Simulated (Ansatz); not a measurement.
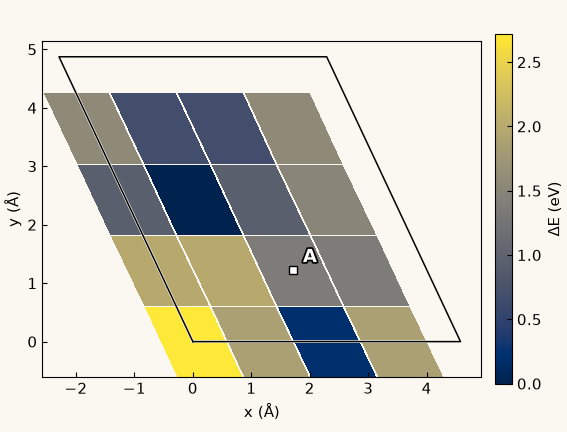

Si on a Ti(101) slab cut from the P6/mmm phase, its upper half relaxed before the scan (9 atoms of substrate and one adsorbate in a 1 × 1 cell). 
- Si is moved over the surface cell; relaxed at each place: the height of the adsorbate's atoms; substrate rigid; the origin of the map has the adsorbate above Ti9.
- Places are given modulo a cell vector. The map is drawn in real space over the plane of the surface.
- The grid has 4 × 4 points.
- Energies: eV, counted from the lowest grid point.
- With one adsorbate in each 1 × 1 cell, its nearest image is 4.6 Å away, so neighbouring adsorbates interact.
- Theory: DFT PBE, scalar-relativistic, plane waves, PAW (Ansatz 0.2.0). Settings: cutoff 420 eV, k-mesh 7×6×1, gaussian smearing 0.1 eV, no spin polarisation.

In the figure: one coloured cell a grid point, the outline of one cell of the plane, the point A.

Is A at rest? If not, where is it pushed?

A, at (2/4, 1/4) of the cell vectors, is not a stationary point. The computed force is 0.75 eV/Å in the plane, pointing down and left in the picture (components −0.32 and −0.68 eV/Å).

PAW datasets: the set soft_1.
